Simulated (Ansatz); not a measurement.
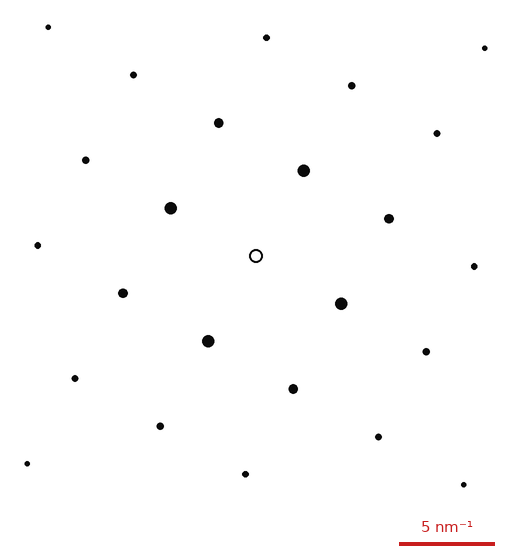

Computed electron diffraction pattern, 80 kV, single scattering only, B = 0.5 Å².

Phase: Si, space group Fm-3m (No. 225), a = 3.882 Å. Structure: coordinates from a relaxation with Ansatz, DFT, RPBE, plane waves (420 eV) with PAW, scalar-relativistic; the starting structure was generated, so it need not be a known form of this composition.

| atom | site | symmetry | x | y | z |
| --- | --- | --- | --- | --- | --- |
| Si | 4a | m-3m | 0.0000 | 0.0000 | 0.0000 |

**Which low-index zone axis gives this pattern?**

The spots form a square net with both shortest vectors at d = 1.94 Å, 90.0° apart. They index as 2 0 0 and 0 2 0, so the zone axis is [001] (or an equivalent direction of <001>).

**Which reflections of this zone are missing, and why?**

The lattice centring (F) removes all reflections that break h + k = 2n, h + l = 2n.

**List the strongest reflections.**

Strongest reflections with d > 0.80 Å, one of each family (|F|² from tabulated Gaussian fits of the electron scattering factors, times a small damping for the curvature of the Ewald sphere):

```csv
hkl,d (Å),I (strongest = 100)
2 0 0,1.941,100
2 2 0,1.372,35
4 0 0,0.970,11
4 2 0,0.868,8
```
